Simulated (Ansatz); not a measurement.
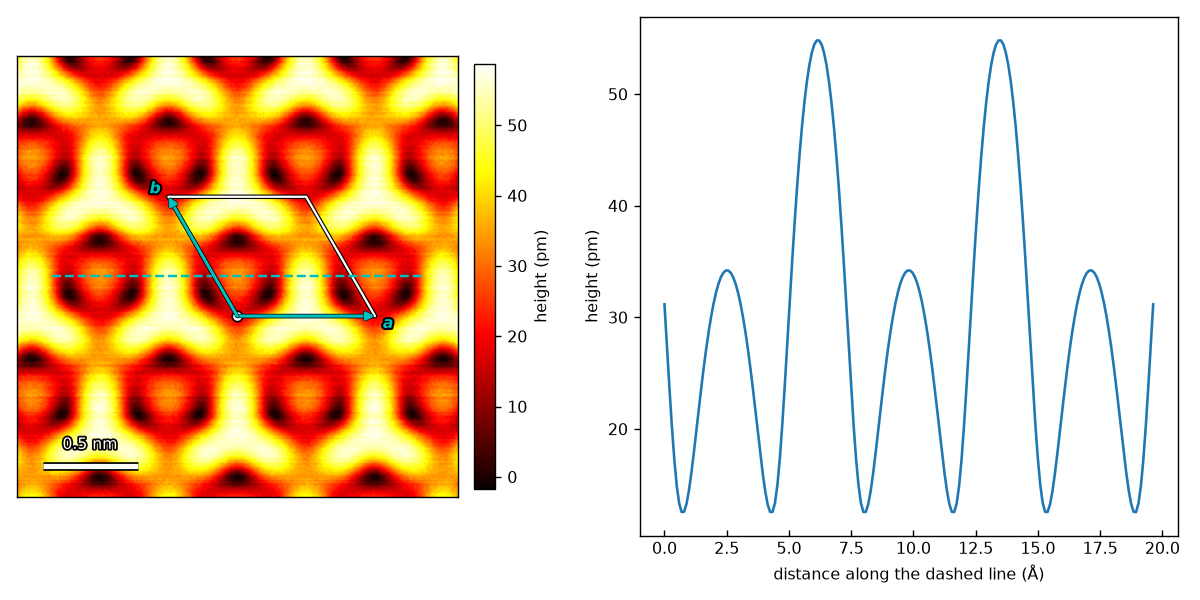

Constant-current image at a set point of 1.5 × 10⁻⁶ e/Å³ of monolayer ZrS2 with one S vacancy in a 2 × 2 cell, sample bias −0.25 V. The white outline is the surface cell of the coordinates below, with its origin (dot) on a lattice point and its vectors a and b marked. The right panel is the profile along the dashed line. Noise was added to mimic a scan.

Model: Tersoff–Hamann, s-wave tip, no tip–sample forces. Bias windows are sharp sums over the levels of the k mesh.

Level of theory: DFT PBE+D3(BJ), scalar-relativistic, plane waves, PAW (Ansatz 0.2.0). Cutoff 420 eV, 12 × 12 k-points, Gaussian smearing 0.05 eV, dipole correction. The defects repeat every 7.3 Å and interact, so states at the Fermi level and the work function belong to this dense array. Collinear spin, net moment 1.7 μB a cell; the stability of this spin state wasn't checked. The run warns that the functional's potential is rough in the thin density of the vacuum, where the tip is; weak contrasts and barriers may feel it.

```yaml
crystal:
  lattice:
    - [7.30321, 0.00000, 0.00000]
    - [-3.65160, 6.32476, 0.00000]
    - [0.00000, 0.00000, 22.91146]
  atoms:
    - { symbol: S, position: [0.33271, 0.16729, 0.43778] }
    - { symbol: S, position: [0.33271, 0.66542, 0.43778] }
    - { symbol: S, position: [0.83458, 0.16729, 0.43778] }
    - { symbol: S, position: [0.83333, 0.66667, 0.43345] }
    - { symbol: Zr, position: [0.99468, 0.98936, 0.49833] }
    - { symbol: Zr, position: [0.99468, 0.50532, 0.49833] }
    - { symbol: Zr, position: [0.50000, 0.00000, 0.50106] }
    - { symbol: Zr, position: [0.51064, 0.50532, 0.49833] }
    - { symbol: S, position: [0.16293, 0.83147, 0.56453] }
    - { symbol: S, position: [0.66853, 0.33707, 0.56453] }
    - { symbol: S, position: [0.66853, 0.83147, 0.56453] }
```

The last single point, restarted from the relaxation's density, took 4.7 min on 4 threads of Arm Neoverse N1, on a shared host, peak memory 2.8 GiB.

What lies under the maxima and minima of this image?

The brightest spots lie over the Zr atoms 1.5 Å below the top plane away from the vacancy and the top S atoms; the darkest points are over the sites above the S atoms 2.9 Å below the top plane. The corrugation is 57 pm at a mean tip height of 3.5 Å.
